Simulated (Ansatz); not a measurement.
# Energy of Al2Cu along an even scaling of the cell

System: Al2Cu (P4/mmm, 3 atoms in the cell).
Method: Kohn-Sham DFT of a periodic cell, PBEsol, all-electron LAPW, scalar-relativistic, no spin polarisation (Ansatz 0.2.0).

The 7 runs differ only in the geometry, by an even scaling of the cell at fixed fractional positions. The structure derives from a Materials Project entry.

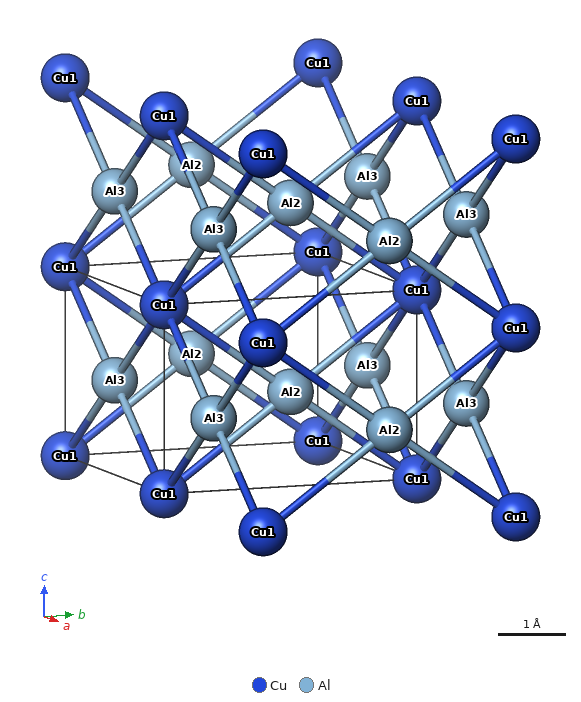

Figure 1. The structure of run 4 (ball-and-stick view of the cell of the calculation, repeated 2 × 1 × 2, seen slightly off an axis; atoms are numbered from 1 in the order of the input). An atom can appear more than once, as a periodic image.

**Input of run 4**
```yaml
crystal:
  lattice:
    - [4.105182, 0.0, 0.0]
    - [0.0, 4.105182, 0.0]
    - [0.0, 0.0, 2.891313]
  atoms:
    - { symbol: Cu, position: [0.0, 0.0, 0.0] }
    - { symbol: Al, position: [0.0, 0.5, 0.5] }
    - { symbol: Al, position: [0.5, 0.0, 0.5] }
kpoints:
  mp_grid: { grid: [7, 7, 9] }
scf:
  occupations: { method: fermi_dirac, width: 0.05 }
hamiltonian:
  xc: pbesol
  pseudopotentials: { kind: all_electron, lapw: { basis_error: 0.001 } }
output:
  forces: true
  stress: true
  eigenvalues: true
```

Command:
```bash
ansatz run input.yaml --threads 2 --pin off --max-ram 8192MiB --backend cpu --events-out ev --progress --plain --runs-dir out
```

Run 2 differs from it as follows:
```diff
-    - [4.105182, 0.0, 0.0]
-    - [0.0, 4.105182, 0.0]
-    - [0.0, 0.0, 2.891313]
+    - [4.0496997663, 0.0, 0.0]
+    - [0.0, 4.0496997663, 0.0]
+    - [0.0, 0.0, 2.8522364125]
```

**Results, with one run withheld**

```tsv
run	volume per atom (Å³)	free energy per atom, from the lowest run given (meV)	pressure (GPa)
1	15.267	6.45	3.89
2	15.592	?	?
3	15.917	0.00	−0.52
4	16.242	2.97	−2.36
5	16.567	9.46	−3.99
6	16.892	19.06	−5.44
7	17.216	31.45	−6.74
```

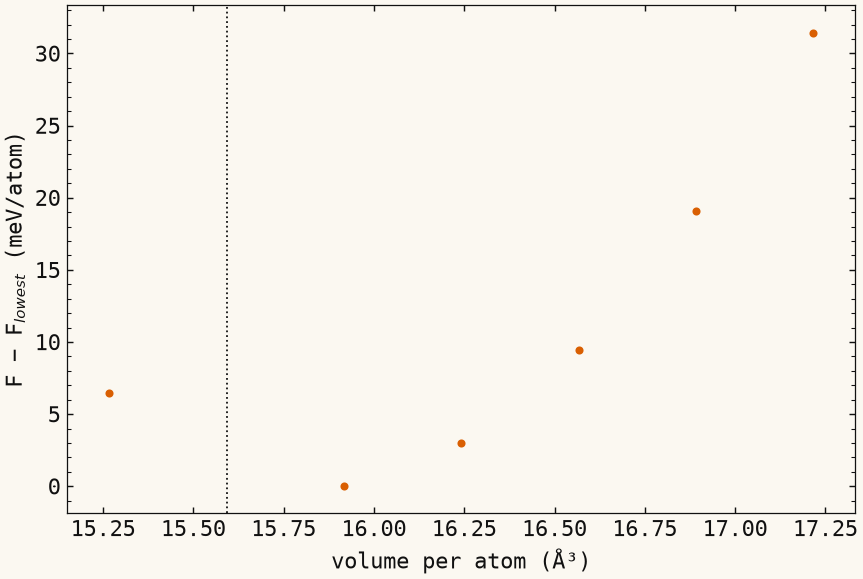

Figure 2. Free energy per atom of the runs given; the dotted line marks run 2.

What should run 2 give?

A cubic polynomial in V^(−2/3) (the Birch–Murnaghan form), fitted to the 6 runs given, misses them by at most 0.01 meV per atom. With x = V^(−2/3) − 0.15537 Å⁻², it reads F = 4.3666 − 2771.9 x + 4.2377e+05 x² + 9.151e+05 x³ (meV per atom). At run 2 it gives 1.00 meV per atom, and the run itself gives 0.99. The slope of the fit gives a pressure −dF/dV of 1.55 GPa there, and the run prints 1.55 GPa. The fit has its minimum at 15.831 Å³ per atom, where V d²F/dV² gives 97.9 GPa. Cell shape and fractional positions are held, so this is the stiffness under even scaling; the relaxed bulk modulus wasn't computed.

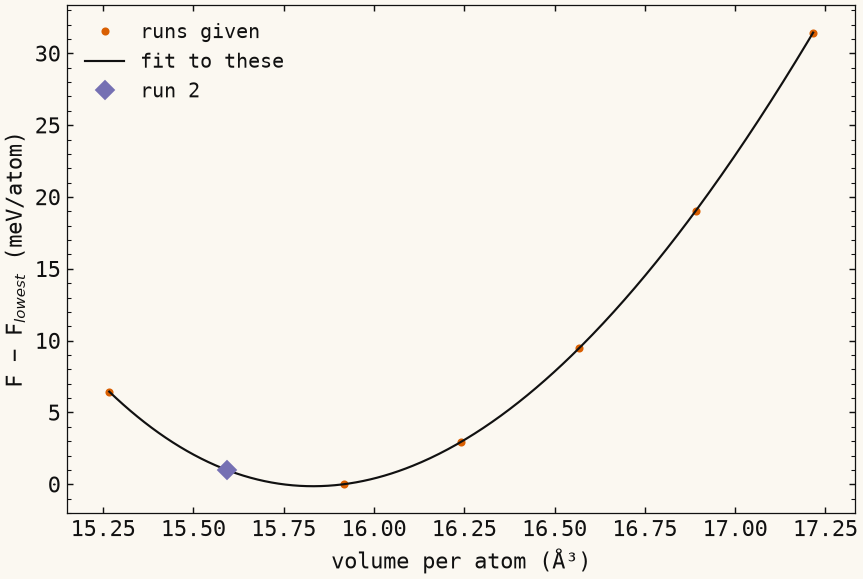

Figure 3. The fit and the withheld run.

**Output, shortened to warnings, some set-up lines, iterations and results (run 2)**
```
Basis set: ecut = 262.02095401029993 eV, 479 PW (Γ), exchange–correlation at level 2
Symmetry: 16 space group operations
k-points: 50 of 441
Initial density: superposition of atomic densities (chi_scale 0.1, normalization cell, long waves kept (reshape's long-wave potential 0.00 eV rms))
[...]
SCF iter   1: F=—  HF=-58189.471223 eV  |F-HF|=—  |Δ(HF+E_count)|=         —  Δρ=4.85e-2  dr2=1.20e0  ethr=2.91e-3  ⟨swp⟩=2.0  Hψ=8256  notcnv=0
SCF iter   2: F=—  HF=-58197.503774 eV  |F-HF|=—  |Δ(HF+E_count)|=    8.03e0  Δρ=5.33e-2  dr2=3.14e0  ethr=2.91e-3  ⟨swp⟩=3.0  Hψ=4249  notcnv=0
SCF iter   3: F=—  HF=-58189.377799 eV  |F-HF|=—  |Δ(HF+E_count)|=    8.13e0  Δρ=3.43e-2  dr2=1.38e0  ethr=2.91e-3  ⟨swp⟩=2.8  Hψ=3714  notcnv=0
SCF iter   4: F=—  HF=-58187.187835 eV  |F-HF|=—  |Δ(HF+E_count)|=    2.19e0  Δρ=1.11e-2  dr2=9.40e-2  ethr=2.30e-4  ⟨swp⟩=2.0  Hψ=6361  notcnv=0
SCF iter   5: F=—  HF=-58187.143301 eV  |F-HF|=—  |Δ(HF+E_count)|=         —  Δρ=3.28e-3  dr2=1.50e-2  ethr=2.29e-4  ⟨swp⟩=2.3  Hψ=3636  notcnv=0
SCF iter   6: F=—  HF=-58187.137315 eV  |F-HF|=—  |Δ(HF+E_count)|=   5.99e-3  Δρ=1.00e-3  dr2=6.00e-4  ethr=3.65e-5  ⟨swp⟩=2.2  Hψ=3441  notcnv=0
SCF iter   7: F=—  HF=-58187.135384 eV  |F-HF|=—  |Δ(HF+E_count)|=   1.93e-3  Δρ=5.64e-4  dr2=4.75e-4  ethr=1.46e-6  ⟨swp⟩=2.9  Hψ=3498  notcnv=0
SCF iter   8: F=—  HF=-58187.135356 eV  |F-HF|=—  |Δ(HF+E_count)|=   2.80e-5  Δρ=6.47e-4  dr2=5.06e-4  ethr=1.16e-6  ⟨swp⟩=2.0  Hψ=3401  notcnv=0
SCF iter   9: F=—  HF=-58187.135189 eV  |F-HF|=—  |Δ(HF+E_count)|=   1.67e-4  Δρ=4.11e-4  dr2=1.92e-4  ethr=1.16e-6  ⟨swp⟩=2.0  Hψ=3401  notcnv=0
SCF iter  10: F=—  HF=-58187.135066 eV  |F-HF|=—  |Δ(HF+E_count)|=   1.22e-4  Δρ=4.66e-5  dr2=1.19e-6  ethr=4.67e-7  ⟨swp⟩=2.4  Hψ=3424  notcnv=0
SCF iter  11: F=—  HF=-58187.135062 eV  |F-HF|=—  |Δ(HF+E_count)|=   4.33e-6  Δρ=9.10e-6  dr2=2.39e-8  ethr=2.89e-9  ⟨swp⟩=3.0  Hψ=3640  notcnv=0
SCF iter  12: F=-58187.135062 eV  HF=-58187.135062 eV  |F-HF|=2.46e-8  |Δ(HF+E_count)|=   2.41e-7  Δρ=2.33e-6  dr2=3.00e-9  ethr=5.83e-11  ⟨swp⟩=3.0  Hψ=3801  notcnv=0
SCF 1 converged in 12 iterations: F = -58187.135062 eV  dr2 = 3.00e-9
SCF converged after 12 iterations
Free energy (F): -58187.135062 eV
Harris-Foulkes:  -58187.135062 eV  (|F-HF|=2.46e-8)
Internal energy: -58187.123520 eV  (E = F + TS)
E sigma→0 (E₀):  -58187.129291 eV
Entropy (-TS):   -0.011541 eV (-3.847 meV/atom)
Fermi energy:    11.060011 eV
--- Per-component energies (eV) ---
  E_band       = -1470.535330
  E_kinetic    = 58980.919798
  E_xc         = -2790.943729
  E_electrostatic = -114377.099589  (all electrons and nuclei)
  E_smearing   = -0.011541  (= −TS)
  E_closure    = 0.000000  (closes the sum)
  E_atoms      = -58174.537537  (free atoms, spherical and without spin; not in F)
  Σ components = -58187.135062   (vs F -58187.135062, Δ=0.00e0)
  Basis errors (estimates in eV, not in F): energy 3.6e-4 per atom: plane waves 3.3e-4 (1.9e-4 summed), levels above the bands 6.6e-41, relativity 5.9e-9, radial functions 3.6e-5, core shells 4.1e-11; eigenvalues (radial functions only) 2.5e-6; not estimated: angular momenta, meshes, grids; target …
--- Forces (eV/Å), atoms counted from 1 ---
  atom   1  Cu     0.00000000     0.00000000     0.00000000
  atom   2  Al     0.00000000    -0.00000000     0.00000000
  atom   3  Al    -0.00000000     0.00000000     0.00000000
  max |Σ_I F_I| component: 3.45e-31 eV/Å
--- Stress (GPa, compression-positive) ---
        1.995477       0.000000       0.000000
        0.000000       1.995477       0.000000
        0.000000       0.000000       0.660010
  P = ⅓ Tr σ = 1.5503 GPa (15.503 kbar)
```
